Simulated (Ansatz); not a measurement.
# GaN (P6_3mc): a many-body input that goes wrong, and its mend

What is wrong with this input for GaN (P6_3mc)?

Method: G0W0 on PBE, plane waves, PAW, in Ansatz 0.2.0.

The database entry behind the starting cell has ideal inner coordinates that were not refined, so it need not match the best structure at ambient conditions.

## (1) The starting structure

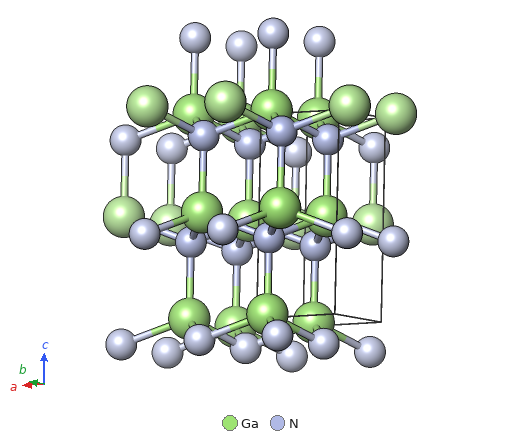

Start, viewed from a free direction; gallium green, nitrogen light blue. 2×2×1 cells are drawn. Some periodic images of atoms are drawn too.

The cell and positions come from the Crystallography Open Database and are kept as given unless a step says otherwise. The default PAW set here is soft_1. Its files were made with PBE.

## (2) First try

input.yaml

```yaml
crystal:
  lattice:
    - [3.19, 0.0, 0.0]
    - [-1.595, 2.7626210381, 0.0]
    - [0.0, 0.0, 5.189]
  atoms:
    - { symbol: Ga, position: [0.6666666667, 0.3333333333, 0.0] }
    - { symbol: Ga, position: [0.3333333333, 0.6666666667, 0.5] }
    - { symbol: "N", position: [0.6666666667, 0.3333333333, 0.375] }
    - { symbol: "N", position: [0.3333333333, 0.6666666667, 0.875] }
kpoints:
  mp_grid: { grid: [2, 2, 2] }
hamiltonian:
  xc: pbe
  pseudopotentials: { kind: paw, azcp: { folder: "./paw" } }
scf:
  occupations: { method: fixed }
gw:
  n_empty_bands: 74
  ecut_chi: 80
  qp_bands: [v2, c2]
  qp_kpoints: band_edges
  screening: { model: contour_deformation }
```

Launch:

```console
> ansatz run input.yaml --threads 3 --pin off --max-ram 92160MiB --backend cuda --events-out ev --progress --plain --runs-dir out --devices 1 --max-vram 13GiB
```

Numbers of over 12 decimals in the logs are rounded to 6 here.

Output:

```text
GPUs: using 1 of 1 available (devices: 1).
Engine: ansatz 0.2.0, x86_64-unknown-linux-gnu
Pseudopotentials: kind: paw
Pseudopotential: Ga, paw, valence charge 13, recommended cutoff 420 eV (normal), <dir>
Pseudopotential: N, paw, valence charge 5, recommended cutoff 420 eV (normal), <dir>
Functional definition: PBE
  parameter kappa = 0.804
  parameter beta = 0.066725
  exchange = pbe_x(kappa = kappa, mu = beta*pi^2/3)
  correlation = pbe_c(beta = beta)
concurrent solve slots: 2 of 3 are kept, ahead of what memory takes: no pass of the eigensolver takes more rounds on 2
device memory: the entry about to start is reckoned to put 0.7 GiB on a device that reports 56.9 GiB free (of which the cap on the GPU budget leaves the run 13.0 GiB)
GPU FFT provider: cuFFT
GPU libraries: cuBLAS 13.8.2, cuFFT 12.4.0, cuSOLVER 12.3.4
Crystal: 4 atoms, lattice volume = 45.729 Å³
Basis set: ecut = 420 eV, 917 PW (Γ)
Bands: 22, of which v1, the nominal top of the filled ones, is band 18 counted from 1 (17 counted from 0)
Symmetry: 12 space group operations
Space group: P63mc (ITA 186), of the structure as read, at distance tolerance 3.6e-5 Å
k-points: 4 of 8
Non-local potential: Ga, projectors of the file, l = 0: 2, l = 1: 2, l = 2: 3, l = 3: 1
Non-local potential: N, projectors of the file, l = 0: 2, l = 1: 2, l = 2: 1
PAW form: soft (Blöchl's): semilocal exchange-correlation on the pseudo side does not see the compensation charge
PAW one-centre angular grid: Ga, 590 points (default); XC on 64 Gauss nodes
PAW one-centre angular grid: N, 110 points (default); XC on 64 Gauss nodes
Initial density: superposition of atomic densities (chi_scale 0.1, normalization cell, long waves kept (reshape's long-wave potential 0.00 eV rms))
Initial wavefunctions: pseudopotential atomic-orbital guess
GPU buffer pool allocated for 20736 grid points (all kernels)
GPU transforms: local potential and band sums: pruned to the plane-wave sphere, on 24×24×36
Functional: x = pbe(κ = 0.804, μ = 0.219515), c = pbe(β = 0.066725)
SCF iter   1: F=—  HF=-8336.031776 eV  |F-HF|=—  |Δ(HF+E_count)|=         —  Δρ=1.26e-1  dr2=6.57e0  ethr=3.10e-3  ⟨swp⟩=4.0  Hψ=309  notcnv=0  defer=4
preconditioner: auto → Resta (q_TF=auto, 2.622 Å⁻¹)  ε∞=5.0  [insulator: Δε(μ)=2.712 eV  Ē_g=16.527 eV  n_scr=22 (ndim 8)  ℏωp=32.9 eV  f_vac=0.000  ε∞_Penn≈5.0]
SCF iter   2: F=—  HF=-8334.297611 eV  |F-HF|=—  |Δ(HF+E_count)|=    1.73e0  Δρ=5.24e-2  dr2=7.18e-1  ethr=3.10e-3  ⟨swp⟩=2.0  Hψ=203  notcnv=0  defer=7
SCF iter   3: F=—  HF=-8334.189168 eV  |F-HF|=—  |Δ(HF+E_count)|=   1.08e-1  Δρ=2.07e-2  dr2=1.40e-1  ethr=1.99e-3  ⟨swp⟩=2.0  Hψ=104  notcnv=0  defer=8
SCF iter   4: F=—  HF=-8334.183884 eV  |F-HF|=—  |Δ(HF+E_count)|=   5.28e-3  Δρ=4.03e-3  dr2=8.83e-3  ethr=3.89e-4  ⟨swp⟩=2.8  Hψ=162  notcnv=0  defer=8
SCF iter   5: F=—  HF=-8334.180848 eV  |F-HF|=—  |Δ(HF+E_count)|=   3.04e-3  Δρ=3.14e-3  dr2=2.82e-3  ethr=2.45e-5  ⟨swp⟩=2.0  Hψ=167  notcnv=0  defer=8
SCF iter   6: F=—  HF=-8334.183528 eV  |F-HF|=—  |Δ(HF+E_count)|=   2.68e-3  Δρ=6.29e-4  dr2=1.43e-4  ethr=7.84e-6  ⟨swp⟩=2.5  Hψ=168  notcnv=0  defer=8
SCF iter   7: F=—  HF=-8334.183718 eV  |F-HF|=—  |Δ(HF+E_count)|=   1.90e-4  Δρ=9.33e-5  dr2=5.03e-6  ethr=3.98e-7  ⟨swp⟩=2.0  Hψ=163  notcnv=0  defer=8
SCF iter   8: F=—  HF=-8334.183728 eV  |F-HF|=—  |Δ(HF+E_count)|=   1.05e-5  Δρ=1.79e-5  dr2=1.06e-7  ethr=1.40e-8  ⟨swp⟩=2.0  Hψ=160  notcnv=0
SCF iter   9: F=-8334.183728 eV  HF=-8334.183728 eV  |F-HF|=5.64e-9  |Δ(HF+E_count)|=   1.75e-7  Δρ=3.89e-6  dr2=6.87e-9  ethr=2.78e-10  ⟨swp⟩=4.2  Hψ=279  notcnv=0
SCF 1 converged in 9 iterations: F = -8334.183728 eV  dr2 = 6.87e-9
[...]
concurrent solve slots: 2 of 3 are kept, ahead of what memory takes: no pass of the eigensolver takes more rounds on 2
device memory: the entry about to start is reckoned to put 0.9 GiB on a device that reports 57.1 GiB free (of which the cap on the GPU budget leaves the run 13.0 GiB)
NSCF: frozen V_eff on 4 k-points
[...]
concurrent solve slots: 2 of 3 are kept, ahead of what memory takes: no pass of the eigensolver takes more rounds on 2
device memory: the entry about to start is reckoned to put 1.2 GiB on a device that reports 58.7 GiB free (of which the cap on the GPU budget leaves the run 13.0 GiB)
NSCF: frozen V_eff on 4 k-points
G₀W₀ screening: q 1/4
[... further progress lines ...]
device memory: the entry about to start is reckoned to put 0.3 GiB on a device that reports 59.5 GiB free (of which the cap on the GPU budget leaves the run 13.0 GiB)
NSCF: frozen V_eff on 1 k-points
device memory: the entry about to start is reckoned to put 0.3 GiB on a device that reports 59.5 GiB free (of which the cap on the GPU budget leaves the run 13.0 GiB)
NSCF: frozen V_eff on 1 k-points
SCF converged after 9 iterations
Free energy (F): -8334.183728 eV
Harris-Foulkes:  -8334.183728 eV  (|F-HF|=5.64e-9)
Internal energy: -8334.183728 eV  (E = F + TS)
E sigma→0 (E₀):  -8334.183728 eV
Fermi energy:    9.986863 eV
--- Per-component energies (eV) ---
  E_band       = -6.520246
  E_kinetic    = 486.019780
  E_local      = -2840.281303  (includes V_loc(G=0)·N_el)
  E_nonlocal   = -108.304960
  E_hartree    = 1797.726991
  E_xc         = -244.194848
  E_vxc        = -261.407342  (∫ρ·V_xc dr)
  E_paw        = -4252.642411  (= ΣΔE_a)
  E_vpaw       = -878.003947  (= ΣTr[D̂ρ^β])
  E_aug_tail   = 0.001569  (compensation charges beyond the density's cutoff)
  E_ewald      = -3172.508547
  E_smearing   = -0.000000  (= −TS)
  E_closure    = 0.000000  (closes the sum)
  Σ components = -8334.183728   (vs F -8334.183728, Δ=0.00e0)
--- Band table (eV) ---
  k-point 0: bands = [... 14 lower, 8.9104, 9.8882, 9.9869, 9.9869, 11.7533, 14.0075, 19.1041, 19.5826]
  k-point 1: bands = [... 14 lower, 9.4338, 9.4338, 9.4338, 9.4338, 14.0711, 14.0711, 18.2806, 18.2806]
  k-point 2: bands = [... 14 lower, 5.6254, 7.1683, 7.6489, 8.9775, 14.7920, 15.3556, 15.8589, 18.5121]
  k-point 3: bands = [... 14 lower, 7.9930, 7.9930, 8.0007, 8.0007, 14.1595, 14.1595, 17.5439, 17.5439]
--- G₀W₀: contour deformation, 6 samples at zero and on the imaginary axis and 1 off it, 8 q-points, 74 empty bands' worth ---
  eigenvalues of the whole cell's RPA ε∞ on this k-mesh (on a slab, of 1 + 4πα/V) = 17.3260, 21.9556, 21.9556; static W/v taken at q = 0 is 0.045630
  bands read: the sum over 92 bands ends inside a degenerate multiplet in 1 slot, whose members it reads at an even weight; the widest, k=1: bands 91 to 94 (counted from 1) at 2/4 each
  gw.qp_kpoints: band_edges: 4 of 4 stored k-points solved, in 1 pass; an edge of the gap read off the rows below is read off those points alone
    ik  band        ε_KS         Σx   Σc(E_QP)       V_xc       Z   E_QP_lin       E_QP  E_QP is
     0    17      9.9869   -24.8275     4.4238   -20.2026  0.7506     9.7849     9.7858  root
     0    18      9.9869   -24.8275     4.4238   -20.2026  0.7506     9.7849     9.7858  root
     0    19     11.7533   -10.7419    -4.4517   -15.7822  0.7795    12.3498    12.3418  root
     0    20     14.0075    -9.3159    -5.2009   -15.2228  0.7803    14.7267    14.7133  root
     1    17      9.4338   -24.3076     4.5269   -19.5201  0.7476     9.1716     9.1732  root
     1    18      9.4338   -24.3076     4.5269   -19.5201  0.7476     9.1716     9.1732  root
     1    19     14.0711    -9.9822    -5.0505   -15.7888  0.7690    14.8430    14.8271  root
     1    20     14.0711    -9.9822    -5.0505   -15.7888  0.7690    14.8430    14.8271  root
     2    17      7.6489   -21.1416     3.7393   -17.0472  0.7543     7.2908     7.2938  root
     2    18      8.9775   -23.5283     4.3862   -18.8704  0.7497     8.7041     8.7058  root
     2    19     14.7920    -7.9251    -5.0452   -13.2962  0.7879    15.1204    15.1180  root
     2    20     15.3556    -9.8582    -4.9526   -15.4344  0.7744    15.9897    15.9792  root
     3    17      8.0007   -22.0616     3.8726   -17.9226  0.7531     7.7328     7.7344  root
     3    18      8.0007   -22.0616     3.8726   -17.9226  0.7531     7.7328     7.7344  root
     3    19     14.1595    -8.6650    -4.6888   -13.6640  0.7889    14.4717    14.4696  root
     3    20     14.1595    -8.6650    -4.6888   -13.6640  0.7889    14.4717    14.4696  root
```

It took 15 s on 1 × NVIDIA H100 80GB HBM3 (shared by 6 runs) with 3 threads of AMD EPYC 7R13 (Zen 3), shared host; peak memory 1 GiB.

Q: What is the fault?

The run ended normally, though the input holds a fault or crude settings.

The fault: G0W0 on a mesh far too coarse. So few points can't sample the density or the screening, and the band edges may lie elsewhere in the zone.

It printed a gap of 2.56 eV, which is an artefact of the settings.

## (3) A better input

Now the one-shot GW correction: screening in the RPA, then the self-energy of the levels asked for.

Changes to input.yaml since step 2:

```diff
@@ -11,3 +11,3 @@
 kpoints:
-  mp_grid: { grid: [2, 2, 2] }
+  mp_grid: { grid: [6, 6, 4] }
 hamiltonian:
@@ -18,4 +18,4 @@
 gw:
-  n_empty_bands: 74
-  ecut_chi: 80
+  n_empty_bands: 136
+  ecut_chi: 120
   qp_bands: [v2, c2]
```

Output:

```text
GPUs: using 1 of 1 available (devices: 1).
[...]
GPU FFT provider: cuFFT
GPU libraries: cuBLAS 13.8.2, cuFFT 12.4.0, cuSOLVER 12.3.4
Crystal: 4 atoms, lattice volume = 45.729 Å³
Basis set: ecut = 420 eV, 917 PW (Γ)
Bands: 22, of which v1, the nominal top of the filled ones, is band 18 counted from 1 (17 counted from 0)
Symmetry: 12 space group operations
[...]
k-points: 21 of 144 (time reversal used)
[...]
GPU buffer pool allocated for 20736 grid points (all kernels)
[...]
SCF iter   1: F=—  HF=-8337.203660 eV  |F-HF|=—  |Δ(HF+E_count)|=         —  Δρ=1.13e-1  dr2=5.09e0  ethr=3.10e-3  ⟨swp⟩=4.0  Hψ=1676  notcnv=0  defer=6
[...]
SCF iter   9: F=-8335.821065 eV  HF=-8335.821065 eV  |F-HF|=3.07e-9  |Δ(HF+E_count)|=   1.97e-7  Δρ=2.62e-6  dr2=3.38e-9  ethr=2.78e-10  ⟨swp⟩=4.1  Hψ=1511  notcnv=0
SCF 1 converged in 9 iterations: F = -8335.821065 eV  dr2 = 3.38e-9
[...]
0    17      9.6804   -23.8574     3.1132   -20.2303  0.7706     9.1628     9.1665  root
     0    18      9.6804   -23.8574     3.1132   -20.2303  0.7706     9.1628     9.1665  root
     0    19     11.5708   -11.5392    -3.6230   -15.7696  0.8050    12.1822    12.1782  root
     0    20     13.9224   -10.1834    -4.3919   -15.2907  0.8105    14.6448    14.6379  root
     1    17      9.5208   -23.7219     3.1573   -20.0301  0.7702     8.9823     8.9863  root
     1    18      9.5208   -23.7219     3.1573   -20.0301  0.7702     8.9823     8.9863  root
     1    19     12.7681   -12.2078    -3.6156   -16.4935  0.7958    13.4437    13.4382  root
     1    20     14.0264   -10.1639    -4.4148   -15.3102  0.8074    14.7652    14.7578  root
[...]
20    17      8.1880   -22.2764     3.3903   -18.2403  0.7653     7.5354     7.5422  root
    20    18      8.1880   -22.2764     3.3903   -18.2403  0.7653     7.5354     7.5422  root
    20    19     16.0948    -9.5392    -4.7383   -14.9797  0.8052    16.8050    16.7970  root
    20    20     16.0948    -9.5392    -4.7383   -14.9797  0.8052    16.8050    16.7970  root
[key lines of the parts left out:]
SCF converged after 9 iterations
Free energy (F): -8335.821065 eV
Fermi energy:    9.680356 eV
```

Elapsed: 22 s, on 1 × NVIDIA H100 80GB HBM3 (shared by 6 runs) with 3 threads; peak memory 1.2 GiB; 18 s of CPU time.

This step gave:

```
bands summed                                 : 154
RPA ε∞ on this mesh (eigenvalues)            : 5.991, 6.035, 6.035
plane waves in the screening matrix          : 135
q-points in the mesh                         : 144
G0W0 gap on the mesh                         : 3.012 eV
k of the valence top                         : 0, 0, 0
k of the conduction bottom                   : 0, 0, 0
starting gap on the mesh                     : 1.890 eV
Z at the valence top                         : 0.7706
Z at the conduction bottom                   : 0.8050
least direct G0W0 gap on the computed points : 3.012 eV
```

The gap on the mesh goes from 1.89 eV to 3.01 eV, a correction of +1.12 eV. Between the two edge states, bare exchange in place of the xc potential would open the gap by 7.86 eV, and correlation takes back 6.74 eV.

## (4) What came out

* first try: converged after 15 s
* better run: G0W0 gap on the mesh 3.01 eV (6×6×4 mesh, 136 empty bands, screening to 120 eV)

**Reading.** The second run differs in: mesh, empty bands and screening cutoff (eV). Bands and cutoff are finite, so the gap is not at the basis limit. The miss can reach some tenths of an eV and take either sign; the mesh is an error of its own. The many-body steps are scalar-relativistic: spin-orbit coupling is not in them.

[Paths, hosts, dates, memory and timing lines, banners, echoed tables and standing remarks are left out of the program output.]

[Logs are printed without paths, hosts, clocks, repeated set-up lines and the standing remarks that a program may print on its own settings, such as how far it seeks lower states.]

[Runs of the session that timed out or met a known fault of the program may be left out.]

[Cells called generated may have been cut or substituted from an entry of the Crystallography Open Database or the Materials Project.]

[Hosts, paths, dates, database ids (printed as entryN), source tags and the programs' standing remarks are cut or masked in the printed files.]
